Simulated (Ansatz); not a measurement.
The compound is BN (space group I-42d, No. 122), taken as the geometry relaxed with DFT PBE, scalar-relativistic, plane waves, PAW (Ansatz 0.2.0); the starting structure was generated, so it need not be a known form of this composition.

```cif
data_structure
_symmetry_space_group_name_H-M 'I-42d'
_symmetry_Int_Tables_number 122
_cell_length_a 6.0328
_cell_length_b 6.0328
_cell_length_c 3.8787
_cell_angle_alpha 90.000
_cell_angle_beta 90.000
_cell_angle_gamma 90.000
_cell_volume 141.16
loop_
_atom_site_label
_atom_site_type_symbol
_atom_site_symmetry_multiplicity
_atom_site_Wyckoff_symbol
_atom_site_fract_x
_atom_site_fract_y
_atom_site_fract_z
_atom_site_occupancy
B1 B 8 d 0.38144 0.75000 0.12500 1
N1 N 8 d 0.61473 0.75000 0.12500 1
```

Describe how the polyhedra about B are linked (bonds: B–N below 1.7 Å).

B: BN3 triangle, sharing corners with six neighbours.

They form a three-dimensional framework of corner-sharing triangles.

Centre to centre across a shared corner: 2.51 to 2.55 Å.

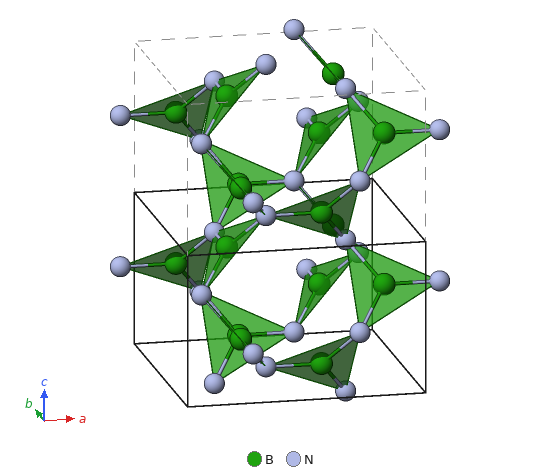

Polyhedra are drawn about B (bonds: B–N below 1.7 Å); other atoms are plain spheres.
